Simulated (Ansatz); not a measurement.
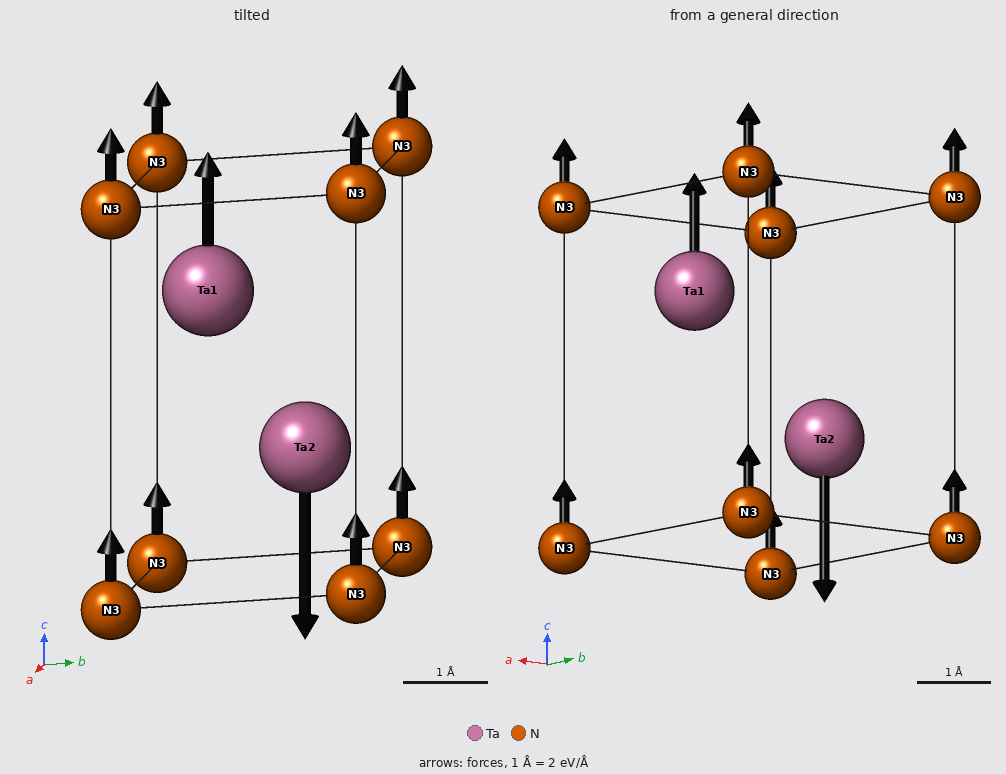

The structure above is drawn in spheres-only style and viewed slightly off an axis and from a general direction. The parallelepiped is the simulation cell. The arrows are the computed forces on the atoms.

System: Ta$_{2}$N. The calculation used Ansatz 0.2.0, DFT PBE, scalar-relativistic, plane waves, PAW, with an energy cutoff of 420 eV, k-grid 15×15×8, Gaussian smearing of 0.1 eV, no spin polarisation.

Question: Is this an equilibrium geometry?

Answer: No. The atoms still feel forces of up to about 3.7 eV/Å, far above a usual threshold of 0.01 to 0.03 eV/Å.

Question: Which atom has the biggest force on it?

Answer: Ta2, about 3.7 eV/Å.

Question: How big are the forces on each element on average?

Answer: Mean magnitudes: about Ta 3 eV/Å, N 1.3 eV/Å.

The cell started as a structure listed in the Materials Project. The cell was then strained or its atoms displaced on purpose. Ansatz was used for an electronic-structure calculation on it.
